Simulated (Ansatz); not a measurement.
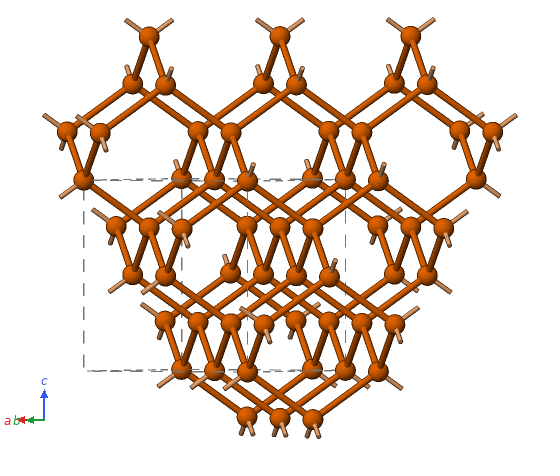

The picture shows a finite piece of the underlying net of a crystal structure, nodes on the atoms' positions. Nodes are coloured by topological kind. Edges to nodes outside the piece are drawn as stubs.

Classify the net: periodicity, connectivity, name.

A uninodal 4-connected, three-periodic net. It is the dia net, known from diamond, zinc blende and cristobalite.

Give point symbol and coordination sequence.

6⁶, sequence 4, 12, 24, 42, 64.

The net was derived as follows. The compound is BAs (space group F-43m, No. 216), taken as a calculation's input that goes back to an entry of the Crystallography Open Database (an earlier step may have relaxed or displaced it). Bonds are taken as As–B below 2.3 Å. Simplification: prune 0- and 1-connected atoms, fold 2-connected ones into links. B and As are 4-connected nodes.
